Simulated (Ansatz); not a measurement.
## K: geometry relaxation (part 1 of 3)

K (Cmmm, 5 atoms in the cell), computed with DFT PBEsol, scalar-relativistic, plane waves, PAW, no spin polarisation (Ansatz 0.2.0).

The structure derives from an entry of the Crystallography Open Database. Figures and captions count atoms from 1; the log counts them from 0 in places.

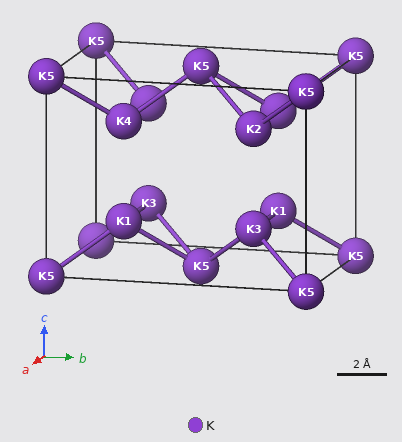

The input geometry (ball-and-stick view of the cell 2 times as large as that of the calculation, set on its symmetry axes, seen slightly off an axis; atoms are numbered from 1 in the order of the input). An atom can appear more than once, as a periodic image.

**Input**
```yaml
crystal:
  lattice:
    - [3.701, -5.524, 0.0]
    - [3.701, 5.524, 0.0]
    - [0.0, 0.0, 8.367]
  atoms:
    - { symbol: K, position: [0.5, 0.0, 0.25] }
    - { symbol: K, position: [0.0, 0.5, 0.75] }
    - { symbol: K, position: [0.0, 0.5, 0.25] }
    - { symbol: K, position: [0.5, 0.0, 0.75] }
    - { symbol: K, position: [0.0, 0.0, 0.0] }
basis:
  ecutwfc: 420
kpoints:
  mp_grid: { grid: [6, 6, 4] }
hamiltonian:
  xc: pbesol
scf:
  occupations: { method: gaussian, width: 0.1 }
output:
  forces: true
  stress: true
  eigenvalues: true
  write_density: true
  write_potential: true
  elf: true
  volumetric_format: npy
relax:
  adjacent_minimum: "off"
  f_tol: 0.005
  max_steps: 80
  cell: { stress_tol: 0.05 }
```

Command:
```bash
ansatz run input.yaml --threads 1 --pin off --max-ram 2560MiB --backend cpu --events-out ev --progress --plain --runs-dir out
```

**The program's output**
```
Engine: ansatz 0.2.0, aarch64-unknown-linux-gnu
Pseudopotentials: kind: paw
Pseudopotential: K, paw, valence charge 9, recommended cutoff 420 eV (normal), K.paw.azcp
Functional definition: PBEsol
  exchange = pbesol_x
  correlation = pbesol_c
Crystal: 5 atoms, lattice volume = 342.115 Å³
Basis set: ecut = 420 eV, 6673 PW (Γ), exchange–correlation on 90×90×120 points (8 copies of the dense FFT grid, shifted against one another)
Bands: 28, of which v1, the nominal top of the filled ones, is band 23 counted from 1 (22 counted from 0)
Symmetry: 8 space group operations
Space group: Cmmm (ITA 65), of the structure as read, at distance tolerance 7.0e-5 Å
k-points: 39 of 144
Non-local potential: K, projectors of the file, l = 0: 3, l = 1: 2, l = 2: 2
PAW form: soft (Blöchl's): semilocal exchange-correlation on the pseudo side does not see the compensation charge
PAW frozen core: K, regenerated for the run's functional, and the local potential with it (the file was generated under x = pbe(κ = 0.804, μ = 0.2195149727645171), c = pbe(β = 0.06672455060314922))
PAW one-centre angular grid: K, 110 points (default); XC on 64 Gauss nodes
Initial density: superposition of atomic densities (neutral atoms: chi_scale 0, normalization atom), corrected by the library's trained network
Initial wavefunctions: pseudopotential atomic-orbital guess
Functional: x = pbesol(κ = 0.804, μ = 0.12345679012345678), c = pbesol(β = 0.046)
SCF iter   1: F=—  HF=-7578.812048 eV  |F-HF|=—  |Δ(HF+E_count)|=         —  Δρ=1.58e-3  dr2=1.47e-2  ethr=1.77e-3  ⟨swp⟩=7.8  Hψ=5389  notcnv=0
preconditioner: auto → Kerker (q_TF=auto, 1.946 Å⁻¹)  [metal: Δε(μ)=0.023 eV  Ē_g=1.952 eV  σ=0.100 eV  W_gap=0.13  n_scr=44 (ndim 8)  ℏωp=4.5 eV  f_vac=0.000  D(μ)=4.01/eV (n_scr^D=20)]
SCF iter   2: F=—  HF=-7578.811443 eV  |F-HF|=—  |Δ(HF+E_count)|=   6.05e-4  Δρ=8.69e-4  dr2=7.05e-3  ethr=3.26e-5  ⟨swp⟩=1.6  Hψ=1435  notcnv=0
SCF iter   3: F=—  HF=-7578.810533 eV  |F-HF|=—  |Δ(HF+E_count)|=   9.09e-4  Δρ=2.93e-4  dr2=1.79e-3  ethr=1.57e-5  ⟨swp⟩=1.1  Hψ=1074  notcnv=0
SCF iter   4: F=—  HF=-7578.810296 eV  |F-HF|=—  |Δ(HF+E_count)|=   2.37e-4  Δρ=1.15e-4  dr2=1.04e-4  ethr=3.98e-6  ⟨swp⟩=2.0  Hψ=1155  notcnv=0
SCF iter   5: F=—  HF=-7578.810288 eV  |F-HF|=—  |Δ(HF+E_count)|=   8.41e-6  Δρ=3.25e-5  dr2=2.15e-5  ethr=2.31e-7  ⟨swp⟩=2.0  Hψ=1165  notcnv=0
SCF iter   6: F=—  HF=-7578.810229 eV  |F-HF|=—  |Δ(HF+E_count)|=   5.91e-5  Δρ=1.57e-5  dr2=6.41e-6  ethr=4.77e-8  ⟨swp⟩=1.1  Hψ=1076  notcnv=0
SCF iter   7: F=—  HF=-7578.810228 eV  |F-HF|=—  |Δ(HF+E_count)|=   6.44e-7  Δρ=7.07e-6  dr2=5.86e-7  ethr=1.43e-8  ⟨swp⟩=1.9  Hψ=1144  notcnv=0
SCF iter   8: F=-7578.810228 eV  HF=-7578.810228 eV  |F-HF|=2.02e-8  |Δ(HF+E_count)|=   7.23e-8  Δρ=2.67e-6  dr2=6.40e-8  ethr=2.22e-10  ⟨swp⟩=12.4  Hψ=8162  notcnv=0
SCF 1 converged in 8 iterations: F = -7578.810228 eV  dr2 = 6.40e-8
  greatest PAW one-centre occupation: 0.988 electrons in one spin orbital (limit 2), on the K atom at site 4 (counted from 0), in its partial waves of l = 0
relax step   1: F+E_penalty+E_count = -7578.81022799 eV  Δ(F+E_penalty+E_count) = +0.000e0 eV  max|allowed force component| = 2.182e-1 eV/Å  Δτ_max = 0.0000 Å  P = +1.199 GPa  Ω = 342.115 Å³  (8 SCF iters, dr2 threshold 1.00e-7 eV, accepted)
Crystal: 5 atoms, lattice volume = 356.868 Å³
Basis set: ecut = 420 eV, 6979 PW (Γ), exchange–correlation on 90×90×120 points (8 copies of the dense FFT grid, shifted against one another)
Initial density: handed on by an earlier stage of this run
Initial wavefunctions: those handed on with the density
iter 1 solved again at ethr=7.78e-6 eV; its pass at ethr=3.10e-3 eV (dr2=3.50e-3 eV) is discarded
SCF iter   1: F=—  HF=-7578.976315 eV  |F-HF|=—  |Δ(HF+E_count)|=         —  Δρ=4.27e-4  dr2=3.28e-3  ethr=7.78e-6  ⟨swp⟩=2.9  Hψ=6655  notcnv=0
preconditioner: auto → Kerker (q_TF=auto, 1.932 Å⁻¹)  [metal: Δε(μ)=0.022 eV  Ē_g=1.926 eV  σ=0.100 eV  W_gap=0.12  n_scr=44 (ndim 8)  ℏωp=4.4 eV  f_vac=0.000  D(μ)=4.16/eV (n_scr^D=20)]
SCF iter   2: F=—  HF=-7578.975931 eV  |F-HF|=—  |Δ(HF+E_count)|=   3.84e-4  Δρ=2.96e-4  dr2=1.80e-3  ethr=7.28e-6  ⟨swp⟩=1.0  Hψ=1092  notcnv=0
SCF iter   3: F=—  HF=-7578.975578 eV  |F-HF|=—  |Δ(HF+E_count)|=   3.52e-4  Δρ=8.33e-5  dr2=1.75e-4  ethr=4.00e-6  ⟨swp⟩=1.5  Hψ=1132  notcnv=0
SCF iter   4: F=—  HF=-7578.975468 eV  |F-HF|=—  |Δ(HF+E_count)|=   1.10e-4  Δρ=3.23e-5  dr2=7.60e-6  ethr=3.90e-7  ⟨swp⟩=1.7  Hψ=1146  notcnv=0
SCF iter   5: F=—  HF=-7578.975469 eV  |F-HF|=—  |Δ(HF+E_count)|=   2.98e-7  Δρ=1.18e-5  dr2=1.18e-6  ethr=1.69e-8  ⟨swp⟩=2.1  Hψ=1224  notcnv=0
SCF iter   6: F=-7578.975468 eV  HF=-7578.975469 eV  |F-HF|=1.20e-7  |Δ(HF+E_count)|=   2.43e-8  Δρ=6.46e-6  dr2=2.65e-7  ethr=1.11e-9  ⟨swp⟩=11.7  Hψ=7699  notcnv=0
SCF 2 converged in 6 iterations: F = -7578.975468 eV  dr2 = 2.65e-7
[... from here on the iterations of each SCF are left out, up to the last one ...]
relax step   2: F+E_penalty+E_count = -7578.97546843 eV  Δ(F+E_penalty+E_count) = -1.652e-1 eV  max|allowed force component| = 1.562e-1 eV/Å  Δτ_max = 0.0357 Å  P = +0.909 GPa  Ω = 356.868 Å³  energy of the carried Pulay correction = -2.329e-5 eV  (6 SCF iters, dr2 threshold 5.00e-7 eV, accepted)
Crystal: 5 atoms, lattice volume = 383.056 Å³
Basis set: ecut = 420 eV, 7531 PW (Γ), exchange–correlation on 90×90×120 points (8 copies of the dense FFT grid, shifted against one another)
preconditioner: auto → Kerker (q_TF=auto, 1.909 Å⁻¹)  [metal: Δε(μ)=0.018 eV  Ē_g=1.891 eV  σ=0.100 eV  W_gap=0.10  n_scr=44 (ndim 8)  ℏωp=4.2 eV  f_vac=0.000  D(μ)=4.30/eV (n_scr^D=20)]
SCF 3 converged in 7 iterations: F = -7579.172563 eV  dr2 = 1.33e-7
relax step   3: F+E_penalty+E_count = -7579.17256322 eV  Δ(F+E_penalty+E_count) = -1.971e-1 eV  max|allowed force component| = 6.444e-2 eV/Å  Δτ_max = 0.0637 Å  P = +0.510 GPa  Ω = 383.056 Å³  energy of the carried Pulay correction = -6.231e-5 eV  (7 SCF iters, dr2 threshold 5.00e-7 eV, accepted)
Crystal: 5 atoms, lattice volume = 408.781 Å³
Basis set: ecut = 420 eV, 8015 PW (Γ), exchange–correlation on 90×90×120 points (8 copies of the dense FFT grid, shifted against one another)
preconditioner: auto → Kerker (q_TF=auto, 1.889 Å⁻¹)  [metal: Δε(μ)=0.014 eV  Ē_g=1.841 eV  σ=0.100 eV  W_gap=0.08  n_scr=48 (ndim 8)  ℏωp=4.1 eV  f_vac=0.000  D(μ)=4.30/eV (n_scr^D=20)]
SCF 4 converged in 6 iterations: F = -7579.277242 eV  dr2 = 3.23e-7
relax step   4: F+E_penalty+E_count = -7579.27724221 eV  Δ(F+E_penalty+E_count) = -1.047e-1 eV  max|allowed force component| = 2.764e-2 eV/Å  Δτ_max = 0.0283 Å  P = +0.224 GPa  Ω = 408.781 Å³  energy of the carried Pulay correction = -9.800e-5 eV  (6 SCF iters, dr2 threshold 5.00e-7 eV, accepted)
Crystal: 5 atoms, lattice volume = 422.905 Å³
Basis set: ecut = 420 eV, 8285 PW (Γ), exchange–correlation on 90×90×120 points (8 copies of the dense FFT grid, shifted against one another)
preconditioner: auto → Kerker (q_TF=auto, 1.878 Å⁻¹)  [metal: Δε(μ)=0.008 eV  Ē_g=1.823 eV  σ=0.100 eV  W_gap=0.04  n_scr=44 (ndim 8)  ℏωp=4.0 eV  f_vac=0.000  D(μ)=4.68/eV (n_scr^D=22)]
SCF 5 converged in 6 iterations: F = -7579.345244 eV  dr2 = 2.23e-7
relax step   5: F+E_penalty+E_count = -7579.34524388 eV  Δ(F+E_penalty+E_count) = -6.800e-2 eV  max|allowed force component| = 8.883e-3 eV/Å  Δτ_max = 0.0466 Å  P = +0.025 GPa  Ω = 422.905 Å³  energy of the carried Pulay correction = -1.166e-4 eV  (6 SCF iters, dr2 threshold 5.00e-7 eV, accepted)
Crystal: 5 atoms, lattice volume = 425.419 Å³
Basis set: ecut = 420 eV, 8337 PW (Γ), exchange–correlation on 90×90×120 points (8 copies of the dense FFT grid, shifted against one another)
preconditioner: auto → Kerker (q_TF=auto, 1.876 Å⁻¹)  [metal: Δε(μ)=0.010 eV  Ē_g=1.821 eV  σ=0.100 eV  W_gap=0.05  n_scr=44 (ndim 8)  ℏωp=4.0 eV  f_vac=0.001  D(μ)=4.11/eV (n_scr^D=16)]
SCF 6 converged in 7 iterations: F = -7579.390493 eV  dr2 = 5.86e-8
relax step   6: F+E_penalty+E_count = -7579.39049253 eV  Δ(F+E_penalty+E_count) = -4.525e-2 eV  max|allowed force component| = 6.544e-3 eV/Å  Δτ_max = 0.0509 Å  P = -0.098 GPa  Ω = 425.419 Å³  energy of the carried Pulay correction = -1.198e-4 eV  (7 SCF iters, dr2 threshold 1.00e-7 eV, accepted)
Crystal: 5 atoms, lattice volume = 416.514 Å³
Basis set: ecut = 420 eV, 8077 PW (Γ), exchange–correlation on 90×90×120 points (8 copies of the dense FFT grid, shifted against one another)
preconditioner: auto → Kerker (q_TF=auto, 1.883 Å⁻¹)  [metal: Δε(μ)=0.006 eV  Ē_g=1.840 eV  σ=0.100 eV  W_gap=0.03  n_scr=40 (ndim 8)  ℏωp=4.1 eV  f_vac=0.002  D(μ)=3.84/eV (n_scr^D=14)]
SCF 7 converged in 7 iterations: F = -7579.426904 eV  dr2 = 5.62e-8
relax step   7: F+E_penalty+E_count = -7579.42690419 eV  Δ(F+E_penalty+E_count) = -3.641e-2 eV  max|allowed force component| = 2.813e-3 eV/Å  Δτ_max = 0.0582 Å  P = -0.122 GPa  Ω = 416.514 Å³  energy of the carried Pulay correction = -1.083e-4 eV  (7 SCF iters, dr2 threshold 1.79e-7 eV, accepted)
Crystal: 5 atoms, lattice volume = 400.982 Å³
Basis set: ecut = 420 eV, 7837 PW (Γ), exchange–correlation on 90×90×120 points (8 copies of the dense FFT grid, shifted against one another)
preconditioner: auto → Kerker (q_TF=auto, 1.895 Å⁻¹)  [metal: Δε(μ)=0.045 eV  Ē_g=1.875 eV  σ=0.100 eV  W_gap=0.25  n_scr=44 (ndim 8)  ℏωp=4.1 eV  f_vac=0.002  D(μ)=3.78/eV (n_scr^D=16)]
SCF 8 converged in 7 iterations: F = -7579.458995 eV  dr2 = 5.95e-8
relax step   8: F+E_penalty+E_count = -7579.45899503 eV  Δ(F+E_penalty+E_count) = -3.209e-2 eV  max|allowed force component| = 5.388e-3 eV/Å  Δτ_max = 0.0643 Å  P = -0.067 GPa  Ω = 400.982 Å³  energy of the carried Pulay correction = -8.744e-5 eV  (7 SCF iters, dr2 threshold 1.77e-7 eV, accepted)
Crystal: 5 atoms, lattice volume = 381.860 Å³
Basis set: ecut = 420 eV, 7465 PW (Γ), exchange–correlation on 90×90×120 points (8 copies of the dense FFT grid, shifted against one another)
preconditioner: auto → Kerker (q_TF=auto, 1.910 Å⁻¹)  [metal: Δε(μ)=0.061 eV  Ē_g=1.925 eV  σ=0.100 eV  W_gap=0.31  n_scr=42 (ndim 8)  ℏωp=4.2 eV  f_vac=0.001  D(μ)=4.03/eV (n_scr^D=16)]
SCF 9 converged in 7 iterations: F = -7579.476637 eV  dr2 = 6.13e-8
relax step   9: F+E_penalty+E_count = -7579.47663710 eV  Δ(F+E_penalty+E_count) = -1.764e-2 eV  max|allowed force component| = 2.419e-3 eV/Å  Δτ_max = 0.0607 Å  P = +0.057 GPa  Ω = 381.860 Å³  energy of the carried Pulay correction = -6.058e-5 eV  (7 SCF iters, dr2 threshold 2.45e-7 eV, accepted)
Crystal: 5 atoms, lattice volume = 381.137 Å³
Basis set: ecut = 420 eV, 7481 PW (Γ), exchange–correlation on 90×90×120 points (8 copies of the dense FFT grid, shifted against one another)
preconditioner: auto → Kerker (q_TF=auto, 1.911 Å⁻¹)  [metal: Δε(μ)=0.034 eV  Ē_g=1.914 eV  σ=0.100 eV  W_gap=0.19  n_scr=42 (ndim 8)  ℏωp=4.3 eV  f_vac=0.001  D(μ)=4.14/eV (n_scr^D=16)]
SCF 10 converged in 5 iterations: F = -7579.492191 eV  dr2 = 5.36e-8
relax step  10: F+E_penalty+E_count = -7579.49219109 eV  Δ(F+E_penalty+E_count) = -1.555e-2 eV  max|allowed force component| = 9.689e-4 eV/Å  Δτ_max = 0.0034 Å  P = +0.081 GPa  Ω = 381.137 Å³  energy of the carried Pulay correction = -5.954e-5 eV  (5 SCF iters, dr2 threshold 1.63e-7 eV, accepted)
Crystal: 5 atoms, lattice volume = 390.617 Å³
Basis set: ecut = 420 eV, 7655 PW (Γ), exchange–correlation on 90×90×120 points (8 copies of the dense FFT grid, shifted against one another)
preconditioner: auto → Kerker (q_TF=auto, 1.903 Å⁻¹)  [metal: Δε(μ)=0.007 eV  Ē_g=1.893 eV  σ=0.100 eV  W_gap=0.04  n_scr=46 (ndim 8)  ℏωp=4.2 eV  f_vac=0.002  D(μ)=4.27/eV (n_scr^D=16)]
SCF 11 converged in 6 iterations: F = -7579.499656 eV  dr2 = 5.30e-8
relax step  11: F+E_penalty+E_count = -7579.49965585 eV  Δ(F+E_penalty+E_count) = -7.465e-3 eV  max|allowed force component| = 2.082e-2 eV/Å  Δτ_max = 0.0032 Å  P = -0.052 GPa  Ω = 390.617 Å³  energy of the carried Pulay correction = -7.305e-5 eV  (6 SCF iters, dr2 threshold 1.19e-7 eV, accepted)
Crystal: 5 atoms, lattice volume = 384.927 Å³
Basis set: ecut = 420 eV, 7527 PW (Γ), exchange–correlation on 90×90×120 points (8 copies of the dense FFT grid, shifted against one another)
preconditioner: auto → Kerker (q_TF=auto, 1.908 Å⁻¹)  [metal: Δε(μ)=0.013 eV  Ē_g=1.914 eV  σ=0.100 eV  W_gap=0.07  n_scr=46 (ndim 8)  ℏωp=4.2 eV  f_vac=0.002  D(μ)=4.29/eV (n_scr^D=16)]
SCF 12 converged in 7 iterations: F = -7579.501874 eV  dr2 = 7.71e-9
relax step  12: F+E_penalty+E_count = -7579.50187388 eV  Δ(F+E_penalty+E_count) = -2.218e-3 eV  max|allowed force component| = 4.586e-3 eV/Å  Δτ_max = 0.0267 Å  P = +0.018 GPa  Ω = 384.927 Å³  energy of the carried Pulay correction = -6.499e-5 eV  (7 SCF iters, dr2 threshold 3.94e-8 eV, accepted)
Crystal: 5 atoms, lattice volume = 386.745 Å³
Basis set: ecut = 420 eV, 7591 PW (Γ), exchange–correlation on 90×90×120 points (8 copies of the dense FFT grid, shifted against one another)
preconditioner: auto → Kerker (q_TF=auto, 1.906 Å⁻¹)  [metal: Δε(μ)=0.012 eV  Ē_g=1.910 eV  σ=0.100 eV  W_gap=0.07  n_scr=46 (ndim 8)  ℏωp=4.2 eV  f_vac=0.003  D(μ)=4.26/eV (n_scr^D=16)]
SCF 13 converged in 8 iterations: F = -7579.502022 eV  dr2 = 4.05e-11
```
